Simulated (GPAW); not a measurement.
**BN: optical spectrum from first principles**

Aim: the dielectric function of BN, and the optical constants that follow from it. The cell comes from an older database entry, whose edges can differ from later determinations, mostly by under a per cent.

Main program and level: GPAW 26.7.0; DFT, PBE, plane-wave PAW (GPAW data sets), scalar-relativistic, RPA, optical limit.

The database entry behind the starting cell has ideal inner coordinates that were not refined, so it need not match the best structure at ambient conditions.

## (1) The structure

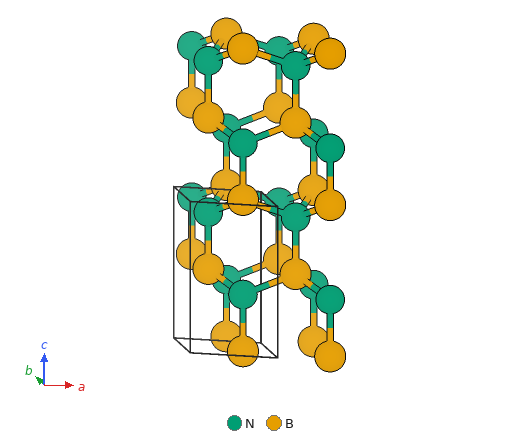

Start, viewed slightly off an axis; nitrogen teal, boron orange. 2×2×2 cells are drawn. Some periodic images of atoms are drawn too.

As a file:

```xyz
4
Lattice="2.5360 0.0000 0.0000 -1.2680 2.1962 0.0000 0.0000 0.0000 4.1990" Properties=species:S:1:pos:R:3 pbc="T T T"
N     0.0000    1.4642    3.6741
N     1.2680    0.7321    1.5746
B     0.0000    1.4642    2.0995
B     1.2680    0.7321    0.0000
```

## (2) Dielectric function, RPA

Transitions between filled and empty bands, summed over the zone, give the optical response, so mesh, band count and broadening shape it.

The induced potential is part of this response.

Contents of df.py:

```python
from gpaw.response.df import DielectricFunction

df = DielectricFunction('full.gpw', frequencies={'type': 'nonlinear', 'domega0': 0.03, 'omega2': 8},
                        ecut=50,
                        eta=0.15,
                        nbands=22,
                        txt='df.txt')
for direction in ['x', 'z']:
    df.get_dielectric_function(xc='RPA', direction=direction, filename=f'df_{direction}.csv')
```

Started as:

```
OMP_NUM_THREADS=1 python df.py
```

Numbers of over 12 decimals in the logs are rounded to 6 here.

The program printed:

```text
Using integrator: PointIntegrator
NonLinearFrequencyDescriptor(from 0.000 to 52.232 eV, 471 points)
Nonperiodic BCs:  [False False False]
Using integrator: PointIntegrator
NonLinearFrequencyDescriptor(from 0.000 to 52.232 eV, 471 points)
Nonperiodic BCs:  [False False False]

Calculating chi0 body with:
    Ground state adapter containing:
    Number of spins: 1
    Number of kpoints: 1575
    Number of irreducible kpoints: 165
    Number of completely occupied states: 8
    Number of partially occupied states: 8

    Linear response parametrization:
    q_c: [0.0, 0.0, 0.0]
    Number of frequency points: 471
    Planewave cutoff: 50.0
    Number of bands: 22
    Number of planewaves: 23
    Broadening (eta): 0.15

Integrating chi0 body.

Symmetries of q_c:
    Direct symmetries (Uq -> q): 6
    Indirect symmetries (TUq -> q): 6
In total 12 allowed symmetries.

165 groups of equivalent kpoints. 89.523810% reduction.

Integral kind: spectral function

Calculating chi0 optical extensions with:
    Ground state adapter containing:
    Number of spins: 1
    Number of kpoints: 1575
    Number of irreducible kpoints: 165
    Number of completely occupied states: 8
    Number of partially occupied states: 8

    Linear response parametrization:
    Number of frequency points: 471
    Planewave cutoff: 50.0
    Number of bands: 22
    Number of planewaves: 23
    Broadening (eta): 0.15
Integrating chi0 head and wings.

Symmetries of q_c:
    Direct symmetries (Uq -> q): 6
    Indirect symmetries (TUq -> q): 6
In total 12 allowed symmetries.

165 groups of equivalent kpoints. 89.523810% reduction.

Integral kind: spectral function wings
```

It took 4.8 s on 1 thread of Intel Xeon Platinum 8559C (Emerald Rapids), shared host; peak memory 0.21 GiB.

Numbers from this step:

```
electronic dielectric constant ε∞, mean over x, y and z (by symmetry where fewer were run) : 4.513
main peak of Im epsilon, first axis                                                        : 11.61 eV
```

Values under the direct gap are tails of Lorentzian lines. Im ε against photon energy; read off at these points:

```
photon energy (eV)    E ∥ x    E ∥ z
              0.00        0        0
              0.50  0.00322  0.00369
              1.00  0.00650  0.00746
              1.50  0.00993   0.0114
              2.00   0.0136   0.0157
              2.50   0.0176   0.0203
              3.00   0.0220   0.0256
              3.50   0.0270   0.0316
              4.00   0.0328   0.0388
              4.50   0.0398   0.0474
              5.00   0.0482   0.0582
              5.50   0.0586   0.0720
              6.00   0.0721   0.0906
              6.50   0.0902    0.117
              7.00    0.116    0.157
              7.50    0.155    0.225
              8.00    0.226    0.375
              8.50    0.473     1.13
              9.00     1.07     3.30
              9.50     2.15     5.44
             10.00     4.78     9.50
             10.50     9.76     10.9
             11.00     12.2     12.1
             11.10     12.3     12.4
             11.50     12.3     10.5
             11.63     12.4     9.57
             12.00     10.0     6.35
             12.50     9.62     7.92
             13.00     7.22     7.15
             13.50     7.19     8.62
             13.60     7.61     8.98
             13.77     7.86     8.46
```

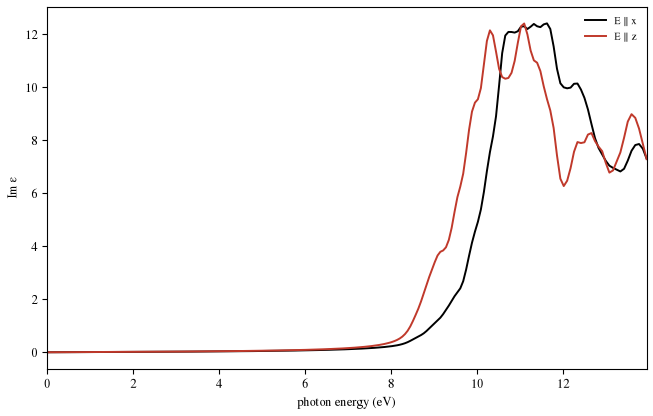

Im ε against photon energy.

The Re ε by photon energy:

```csv
photon energy (eV),E ∥ x,E ∥ z
0,4.45,4.64
1,4.47,4.66
2,4.54,4.74
3,4.66,4.87
4,4.84,5.09
5,5.10,5.40
6,5.50,5.89
7,6.11,6.68
8,7.16,8.24
9,9.19,10.8
10,12.2,10.4
11,7.30,5.04
12,1.37,0.786
13,-0.383,0.191
```

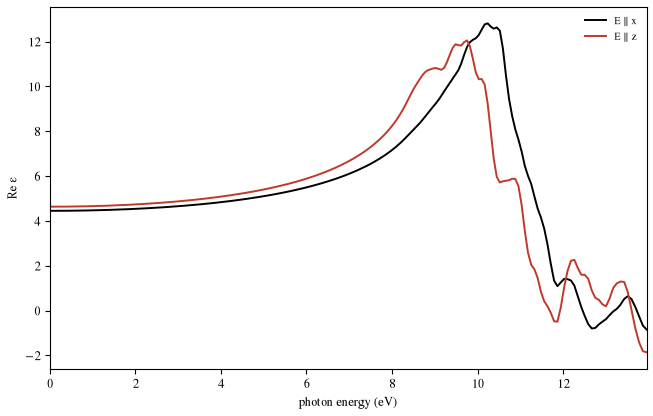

Re ε against photon energy.

Values under the direct gap are tails of Lorentzian lines. Table of Im ε, E ∥ x by photon energy; read off at these points:

```
photon energy (eV)  without local fields  with local fields
               0.0                     0                  0
               1.0               0.00702            0.00650
               2.0                0.0147             0.0136
               3.0                0.0238             0.0220
               4.0                0.0356             0.0328
               5.0                0.0523             0.0482
               6.0                0.0785             0.0721
               7.0                 0.126              0.116
               8.0                 0.247              0.226
               9.0                  1.14               1.07
              10.0                  5.45               4.78
              11.0                  13.8               12.2
              11.6                  13.4               12.4
              12.0                  10.8               10.0
              13.0                  7.58               7.22
```

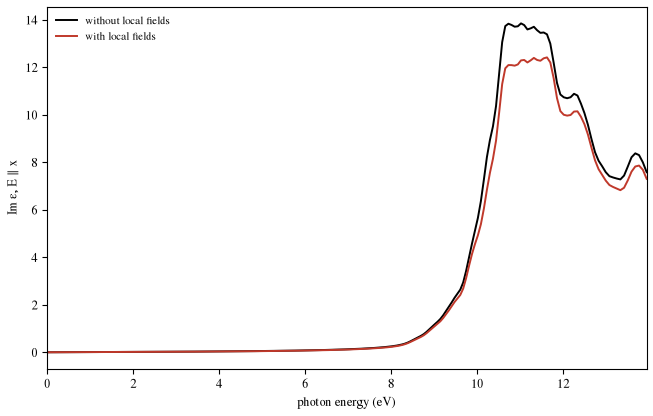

Im ε, E ∥ x, plotted against photon energy.

Table of refractive index n and extinction k by photon energy:

```csv
photon energy (eV),"n, E ∥ x","k, E ∥ x","n, E ∥ z","k, E ∥ z"
0,2.11,0,2.15,0
2,2.13,0.00319,2.18,0.00360
4,2.20,0.00747,2.26,0.00859
6,2.34,0.0154,2.43,0.0187
8,2.68,0.0423,2.87,0.0653
10,3.56,0.671,3.50,1.36
12,2.40,2.09,1.90,1.68
```

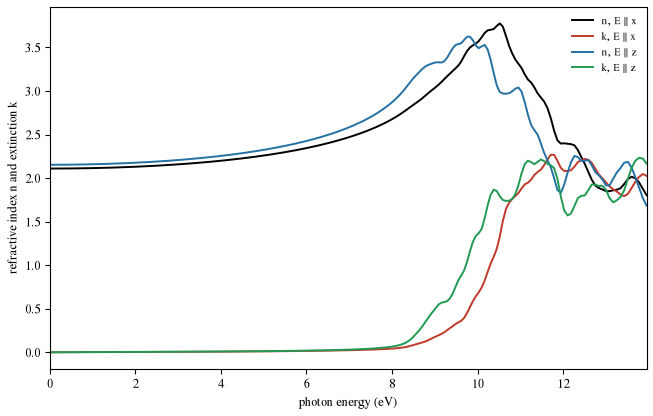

Refractive index n and extinction k, plotted against photon energy.

The loss function −Im 1/ε at q → 0 has structure finer than the step of the table below, so its rows give means over 1 eV, whole bins alone (the curve runs from 0 to 14.0 eV). Peaks (eV: height): E ∥ x 13.3: 0.146; E ∥ z 12.0: 0.155, 13.1: 0.147.

Values under the direct gap are tails of Lorentzian lines. Table of loss function −Im 1/ε at q → 0 by energy loss; means over each step:

```
energy loss (eV)    E ∥ x    E ∥ z
               1   3.3e-4   3.4e-4
               2   6.6e-4   7.0e-4
               3  0.00102  0.00108
               4  0.00141  0.00150
               5  0.00185  0.00200
               6  0.00239  0.00262
               7  0.00312  0.00354
               8  0.00470  0.00616
               9   0.0125   0.0237
              10   0.0275   0.0475
              11   0.0591   0.0777
              12   0.0917    0.125
              13    0.132    0.130
```

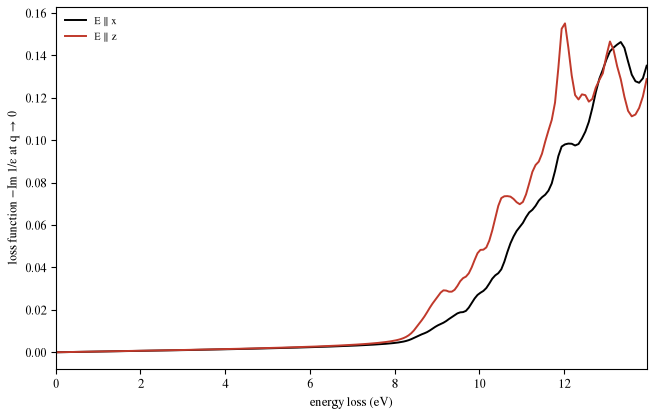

Loss function −Im 1/ε at q → 0, plotted against energy loss.

At chosen wavelengths:

| wavelength (nm) | n x | k x | R (%) x | 1/α x | n z | k z | R (%) z | 1/α z |
| --- | --- | --- | --- | --- | --- | --- | --- | --- |
| 1550 | 2.11 | 0.001 | 12.8 | 101 µm | 2.16 | 0.001 | 13.4 | 90 µm |
| 1064 | 2.12 | 0.002 | 12.8 | 47 µm | 2.16 | 0.002 | 13.5 | 42 µm |
| 633 | 2.13 | 0.003 | 13.0 | 16 µm | 2.18 | 0.004 | 13.7 | 14 µm |
| 532 | 2.14 | 0.004 | 13.2 | 11 µm | 2.19 | 0.004 | 13.8 | 9.9 µm |
| 450 | 2.15 | 0.005 | 13.3 | 7.8 µm | 2.20 | 0.005 | 14.0 | 6.9 µm |
| 365 | 2.17 | 0.006 | 13.7 | 4.9 µm | 2.22 | 0.007 | 14.4 | 4.3 µm |
| 193 | 2.39 | 0.018 | 16.8 | 844 nm | 2.48 | 0.023 | 18.2 | 680 nm |

Below the direct gap, k and the depth come from the tails of the Lorentzian lines, not from transitions.

At 1064 nm the birefringence n(z) − n(x) is +0.044: the crystal is uniaxial positive at this level.

## (3) Results

| Quantity | Value |
| --- | --- |
| electronic dielectric constant ε∞, mean over x, y and z (by symmetry where fewer were run) (RPA) | 4.51 |
| main peak of Im epsilon, first axis | 11.6 eV |

In words: At this level (PBE, RPA) BN has a mean ε∞ = 4.51 and n = 2.11 at 1550 nm (E ∥ x), and Im ε peaks at 11.6 eV (E ∥ x). Local fields change the static value along x from 4.62 to 4.45 (-4 %). Distinct maxima of Im ε, read by a parabola through the highest points, lie at 11.61 eV (12) and 13.75 eV (7.9) for E ∥ x. The static values by axis are 4.45 (x), 4.64 (z). At 1064 nm the birefringence n(z) − n(x) is +0.044: the crystal is uniaxial positive at this level. Excitons and phonon-assisted transitions are missing; PBE gaps are as a rule too small, which pulls the onset down and ε∞ up. The sum runs over mesh points, so small or evenly spaced maxima can still be ripples of the mesh.

[Machine, clock and banner lines and Python warnings are left out of the logs.]

[Logs are printed without paths, hosts, clocks, repeated set-up lines and the standing remarks that a program may print on its own settings, such as how far it seeks lower states.]

[Hosts, paths, dates, database ids (printed as entryN), source tags and the programs' standing remarks are cut or masked in the printed files.]
